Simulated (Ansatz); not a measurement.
Given this structure:

```
Hf O
1.0
     5.26728    0.00000    0.00000
     0.00000    5.33685    0.00000
    -0.89593    0.00000    5.37978
Hf O
4 8
Cartesian
  0.7936 2.4060 3.8322
  3.1298 5.0744 4.2375
  3.5778 2.9308 1.5476
  1.2416 0.2624 1.1423
  1.5642 3.9536 5.1659
  2.3592 1.2852 2.9038
  2.8072 1.3833 0.2139
  2.0121 4.0517 2.4760
  0.0102 1.7188 1.9296
  4.8091 4.3873 0.7602
  4.3611 3.6180 3.4501
  -0.4378 0.9496 4.6195
```

Q: Give a crystallographic description of this input.

A: The compound is HfO2. The symmetry is that of P2_1/c (No. 14), on a primitive monoclinic lattice. The cell has 12 atoms, namely 4 Hf, 8 O. About every Hf there are seven O at 2.06 to 2.46 Å. O takes two kinds of site: 4e with four Hf in a distorted tetrahedral arrangement at 2.14 to 2.46 Å; 4e with three Hf at 2.06 to 2.17 Å. Not all metal-metal contacts are counted. The bonds build a three-dimensional framework.

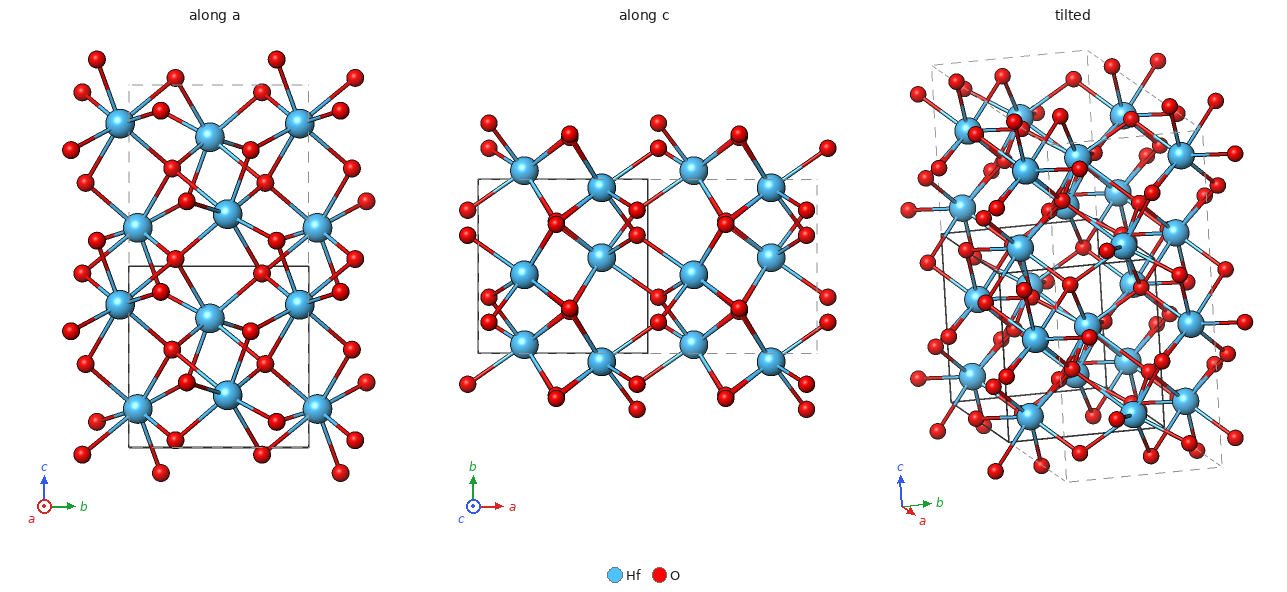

View along the a axis, along the c axis and slightly off an axis, drawn as a ball-and-stick model. The solid frame is a single conventional unit cell within a 2×1×2 block. Some atoms of the next cells are drawn as well.

The starting point was a structure listed in the Materials Project. The cell was then strained or its atoms displaced on purpose. Ansatz was used for an electronic-structure calculation on it.

At this level of theory the cell isn't at rest (stretched, at -10 GPa), so its distances can differ from those at equilibrium, the more so the softer the solid.
